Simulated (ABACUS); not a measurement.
Geometry relaxation of BN (part 3 of 3)

BN (F-43m, 2 atoms in the cell); Kohn-Sham DFT of a periodic cell, PBE, SG15 ONCV 1.2 PBE, no spin polarisation (ABACUS 3.10.1); cutoff 1360.57 eV, 12×12×12 k-mesh, fermi-dirac of 0.05 eV. The structure derives from a Materials Project entry.

Geometry of the input (Å; fractional positions):
```
0.0000  1.8130  1.8130
1.8130  0.0000  1.8130
1.8130  1.8130  0.0000
N  0.2500  0.2500  0.2500
B  0.0000  0.0000  0.0000
```

**What the program printed, continued**
```
----------------------------------------------------------

[... 4 further cycles ...]
 LCAO ALGORITHM --------------- ION=   3  ELEC=   6--------------------------------

 Density error is 0.000000011209
----------------------------------------------------------
     Energy           Rydberg                 eV
----------------------------------------------------------
 E_KohnSham     -25.7463469339       -350.2970209862
 E_KS(sigma->0) -25.7463469339       -350.2970209862
 E_Harris       -25.7463469117       -350.2970206837
 E_band         1.8730914681         25.4847168420
 E_one_elec     4.3666731019         59.4116354889
 E_Hartree      3.6035712529         49.0291021879
 E_xc           -7.4437837021        -101.2778730282
 E_Ewald        -26.2728075866       -357.4598856349
 E_entropy(-TS) -0.0000000000        -0.0000000000
 E_descf        0.0000000000         0.0000000000
 E_exx          0.0000000000         0.0000000000
 E_Fermi        1.0710741744         14.5727117531
----------------------------------------------------------

 charge density convergence is achieved
 final etot is -350.29702098622 eV
 EFERMI = 14.57271175311 eV

 STATE ENERGY(eV) AND OCCUPATIONS    NSPIN == 1
 1/72 kpoint (Cartesian) = 0.00000 0.00000 0.00000 (340 pws)
       1      -9.082087       0.001157
       2      11.012702       0.001157
       3      11.012702       0.001157
       4      11.012702       0.001157
       5      19.783162       0.000000
       6      19.783162       0.000000
       7      19.783162       0.000000
       8      21.279967       0.000000

 2/72 kpoint (Cartesian) = 0.02299 0.02299 0.02299 (343 pws)
       1      -8.919043       0.009259
       2      10.107910       0.009259
       3      10.832114       0.009259
       4      10.832114       0.009259
       5      19.994305       0.000000
       6      20.054896       0.000000
       7      20.054896       0.000000
       8      21.833496       0.000000

 3/72 kpoint (Cartesian) = 0.04599 0.04599 0.04599 (340 pws)
       1      -8.424238       0.009259
       2       8.024964       0.009259
       3      10.392712       0.009259
       4      10.392712       0.009259
       5      20.309720       0.000000
       6      20.687783       0.000000
       7      20.687783       0.000000
       8      23.147537       0.000000

 4/72 kpoint (Cartesian) = 0.06898 0.06898 0.06898 (337 pws)
       1      -7.622100       0.009259
       2       5.577050       0.009259
       3       9.885270       0.009259
       4       9.885270       0.009259
       5      20.613062       0.000000
       6      21.299927       0.000000
       7      21.299927       0.000000
       8      24.473938       0.000000

 5/72 kpoint (Cartesian) = 0.09197 0.09197 0.09197 (337 pws)
       1      -6.576588       0.009259
       2       3.204642       0.009259
       3       9.452379       0.009259
       4       9.452379       0.009259
       5      20.877203       0.000000
       6      21.627473       0.000000
       7      21.627473       0.000000
       8      25.446162       0.000000

 6/72 kpoint (Cartesian) = 0.11496 0.11496 0.11496 (333 pws)
       1      -5.477545       0.009259
       2       1.260966       0.009259
       3       9.170550       0.009259
       4       9.170550       0.009259
       5      21.054257       0.000000
       6      21.704089       0.000000
       7      21.704089       0.000000
       8      26.013050       0.000000

[... levels at 66 further k points ...]

 correction force for each atom along direction 1 is -0.078187
 correction force for each atom along direction 2 is -0.033210
 correction force for each atom along direction 3 is -0.039644
------------------------------------------------------------------------------------------
 TOTAL-FORCE (eV/Angstrom)
------------------------------------------------------------------------------------------
                        N1         0.0000000000         0.0000000000         0.0000000000
                        B1         0.0000000000         0.0000000000         0.0000000000
------------------------------------------------------------------------------------------

----------------------------------------------------------------
 TOTAL-STRESS (KBAR)
----------------------------------------------------------------
        -0.0070203443         0.0000000000         0.0000000000
         0.0000000000        -0.0070203443         0.0000000000
         0.0000000000         0.0000000000        -0.0070203443
----------------------------------------------------------------
 TOTAL-PRESSURE: -0.007020 KBAR

 Largest gradient in force is 0.000000 eV/A.
 Threshold is 0.005000 eV/A.

 Largest gradient in stress is 0.007020 kbar.
 Threshold is 0.200000 kbar.

 Relaxation is converged!

 --------------------------------------------
 !FINAL_ETOT_IS -350.2970209862194793 eV
 --------------------------------------------
```

**Standard output**
```
ABACUS v3.10.1

               Atomic-orbital Based Ab-initio Computation at UStc

 UNIFORM GRID DIM        : 32 * 32 * 32
 UNIFORM GRID DIM(BIG)   : 8 * 8 * 8
 ---------------------------------------------------------
 Cell relaxation calculations
 ---------------------------------------------------------
 SPIN    KPOINTS         PROCESSORS  THREADS     NBASE
 1       72              4           4           58
 ---------------------------------------------------------
 Use Systematically Improvable Atomic bases
 ---------------------------------------------------------
 ELEMENT ORBITALS        NBASE       NATOM       XC
 N       3s3p2d1f-6au    29          1
 B       3s3p2d1f-7au    29          1
 ---------------------------------------------------------
 Initial plane wave basis and FFT box
 ---------------------------------------------------------
 -------------------------------------------
 STEP OF RELAXATION : 1
 -------------------------------------------
 START CHARGE      : atomic
 ITER       ETOT/eV          EDIFF/eV         DRHO     TIME/s
 GE1     -3.49560082e+02   0.00000000e+00   1.8072e-01   1.21
 GE2     -3.50159459e+02  -5.99376764e-01   8.0681e-02   1.06
 GE3     -3.50295912e+02  -1.36452279e-01   1.9980e-02   1.11
 GE4     -3.50296979e+02  -1.06714136e-03   2.1178e-03   1.04
 GE5     -3.50296994e+02  -1.52177067e-05   2.6628e-04   0.98
 GE6     -3.50296994e+02  -5.44718249e-07   3.3139e-05   0.98
 GE7     -3.50296994e+02  -1.55704109e-08   4.1936e-06   1.01
 GE8     -3.50296994e+02  -1.72805309e-10   2.4821e-07   0.97
 GE9     -3.50296994e+02  -2.36852032e-12   1.0606e-07   1.06
 GE10    -3.50296994e+02  -2.41685747e-13   4.0711e-09   0.99
----------------------------------------------------------------
 TOTAL-STRESS (KBAR)
----------------------------------------------------------------
        -4.9956654947         0.0000000000         0.0000000000
         0.0000000000        -4.9956654947        -0.0000000000
        -0.0000000000        -0.0000000000        -4.9956654947
----------------------------------------------------------------
 TOTAL-PRESSURE: -4.995665 KBAR

 ETOT DIFF (eV)       : 0.000000
 LARGEST GRAD (eV/A)  : 0.000000
 -------------------------------------------
 STEP OF RELAXATION : 2
 -------------------------------------------
 ITER       ETOT/eV          EDIFF/eV         DRHO     TIME/s
 GE1     -3.50296993e+02   0.00000000e+00   3.6666e-04   1.15
 GE2     -3.50296993e+02  -5.01634961e-07   1.1078e-04   1.02
 GE3     -3.50296993e+02  -1.22360563e-07   3.8236e-05   0.98
 GE4     -3.50296994e+02  -3.34800015e-08   7.2783e-06   1.03
 GE5     -3.50296994e+02  -2.48936319e-10   2.6779e-07   1.02
 GE6     -3.50296994e+02   4.83371494e-13   6.7068e-09   0.97
----------------------------------------------------------------
 TOTAL-STRESS (KBAR)
----------------------------------------------------------------
         5.2275412791         0.0000000000         0.0000000000
         0.0000000000         5.2275412791        -0.0000000000
        -0.0000000000        -0.0000000000         5.2275412791
----------------------------------------------------------------
 TOTAL-PRESSURE: 5.227541 KBAR

 ETOT DIFF (eV)       : 0.000001
 LARGEST GRAD (eV/A)  : 0.000000
 -------------------------------------------
 STEP OF RELAXATION : 3
 -------------------------------------------
 ITER       ETOT/eV          EDIFF/eV         DRHO     TIME/s
 GE1     -3.50297019e+02   0.00000000e+00   5.5376e-04   1.12
 GE2     -3.50297021e+02  -1.14447081e-06   1.6746e-04   0.99
 GE3     -3.50297021e+02  -2.79505844e-07   5.7867e-05   1.00
 GE4     -3.50297021e+02  -7.67579431e-08   1.1029e-05   1.01
 GE5     -3.50297021e+02  -5.51961909e-10   4.0272e-07   0.98
 GE6     -3.50297021e+02  -9.66742988e-13   1.1209e-08   1.01
----------------------------------------------------------------
 TOTAL-STRESS (KBAR)
----------------------------------------------------------------
        -0.0070203443         0.0000000000         0.0000000000
         0.0000000000        -0.0070203443         0.0000000000
         0.0000000000         0.0000000000        -0.0070203443
----------------------------------------------------------------
 TOTAL-PRESSURE: -0.007020 KBAR

 ETOT DIFF (eV)       : -0.000027
 LARGEST GRAD (eV/A)  : 0.000000
```

**File mulliken.txt**
```
 2
CALCULATE THE MULLIkEN ANALYSIS FOR EACH ATOM
 Total charge:	8
Decomposed Mulliken populations
0                              Zeta of N              Spin 1
s                                      0              1.9318
s                                      1              0.0284
s                                      2             -0.0168
SUM OVER M+Zeta                                       1.9434

pz                                     0              0.9598
px                                     0              0.9132
py                                     0              0.9411
SUM OVER M                                            2.8141
pz                                     1             -0.0138
px                                     1              0.0279
py                                     1              0.0621
SUM OVER M                                            0.0761
pz                                     2             -0.0097
px                                     2             -0.0142
py                                     2             -0.0153
SUM OVER M                                           -0.0393
SUM OVER M+Zeta                                       2.8510

dz^2                                   0              0.0604
dxz                                    0              0.0249
dyz                                    0              0.0276
dx^2-y^2                               0              0.0216
dxy                                    0              0.0276
SUM OVER M                                            0.1620
dz^2                                   1              0.0265
dxz                                    1             -0.0106
dyz                                    1             -0.0052
dx^2-y^2                               1              0.0092
dxy                                    1             -0.0154
SUM OVER M                                            0.0043
SUM OVER M+Zeta                                       0.1663

fz^3                                   0              0.0055
fxz^2                                  0              0.0111
fyz^2                                  0              0.0135
fzx^2-zy^2                             0              0.0099
fxyz                                   0              0.0096
fx^3-3*xy^2                            0              0.0171
f3yx^2-y^3                             0              0.0190
SUM OVER M                                            0.0855
SUM OVER M+Zeta                                       0.0855

SUM OVER M+Zeta+L                                     5.0462

Total Charge on atom:                  N              5.0462


1                              Zeta of B              Spin 1
s                                      0              1.1546
s                                      1              0.0151
s                                      2             -0.0060
SUM OVER M+Zeta                                       1.1636

pz                                     0              0.1799
px                                     0              0.2755
py                                     0              0.3493
SUM OVER M                                            0.8047
pz                                     1             -0.1165
px                                     1              0.1247
py                                     1              0.0843
SUM OVER M                                            0.0925
pz                                     2             -0.0211
px                                     2              0.0075
py                                     2             -0.0029
SUM OVER M                                           -0.0165
SUM OVER M+Zeta                                       0.8807

dz^2                                   0              0.1683
dxz                                    0              0.0967
dyz                                    0              0.0811
dx^2-y^2                               0              0.0678
dxy                                    0              0.1737
SUM OVER M                                            0.5876
dz^2                                   1             -0.0502
dxz                                    1             -0.0178
dyz                                    1             -0.0446
dx^2-y^2                               1             -0.0148
dxy                                    1             -0.0359
SUM OVER M                                           -0.1633
SUM OVER M+Zeta                                       0.4243

fz^3                                   0              0.0403
fxz^2                                  0              0.0694
fyz^2                                  0              0.0987
fzx^2-zy^2                             0              0.0653
fxyz                                   0              0.0320
fx^3-3*xy^2                            0              0.0755
f3yx^2-y^3                             0              0.1038
SUM OVER M                                            0.4851
SUM OVER M+Zeta                                       0.4851

SUM OVER M+Zeta+L                                     2.9538

Total Charge on atom:                  B              2.9538
```

**Trajectory as extended XYZ (Å, eV, eV/Å), 3 frames, from step=0 to step=2**
```
2
Lattice="0.0000 1.8130 1.8130 1.8130 0.0000 1.8130 1.8130 1.8130 0.0000" Properties=species:S:1:pos:R:3:forces:R:3 step=0 energy=-350.29699 pressure_GPa=-0.50
N     0.9065    0.9065    0.9065    0.0000   0.0000   0.0000
B     0.0000    0.0000    0.0000    0.0000   0.0000   0.0000
2
Lattice="0.0000 1.8113 1.8113 1.8113 -0.0000 1.8113 1.8113 1.8113 -0.0000" Properties=species:S:1:pos:R:3:forces:R:3 step=1 energy=-350.29699 pressure_GPa=0.52
N     0.9057    0.9057    0.9057    0.0000   0.0000   0.0000
B     0.0000    0.0000    0.0000    0.0000   0.0000   0.0000
2
Lattice="0.0000 1.8122 1.8122 1.8122 -0.0000 1.8122 1.8122 1.8122 -0.0000" Properties=species:S:1:pos:R:3:forces:R:3 step=2 energy=-350.29702 pressure_GPa=-0.00
N     0.9061    0.9061    0.9061    0.0000   0.0000   0.0000
B     0.0000    0.0000    0.0000    0.0000   0.0000   0.0000
```

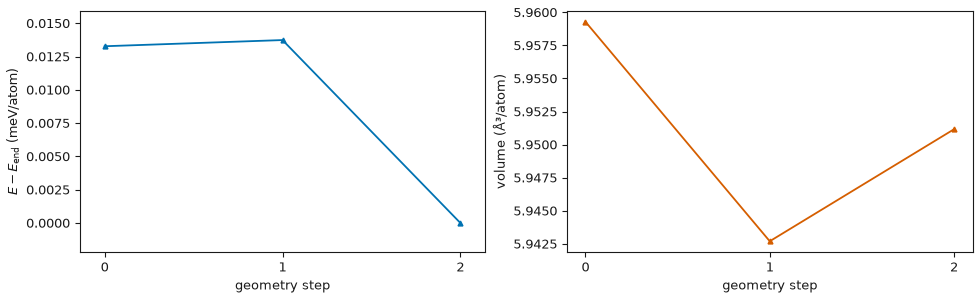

**Figure 1.** Progress of the relaxation, step by step (steps are counted from 0). The atoms keep their places relative to the cell (all moves are under 0.005 Å). The volume changes by −0.1 %, with a = b = c 3.626 → 3.624 Å (0.0 %). The space group stays F-43m (No. 216). After 2 geometry steps the energy has fallen by next to nothing (0.0 meV per atom). All forces vanish by symmetry, so only the cell relaxes. The pressure goes from −0.50 to 0.00 GPa.

**Summary**

- outcome: converged
- space group (tolerance 0.01 Å): F-43m (216)
- electrons treated: 8
- free energy: −350.2970 eV
- Fermi energy: 14.573 eV
- pressure: 0.00 GPa
- final volume: 11.90 Å³
- largest force (length of the vector) at the end: under 0.001 eV/Å
- final cell: a = 2.563 Å, b = 2.563 Å, c = 2.563 Å, α = 60.00°, β = 60.00°, γ = 60.00°
- wall time: 27 s (CPU time 1.8 min)
- peak memory: 0.6 GiB

Points of doubt noted for this run: home made orbitals.
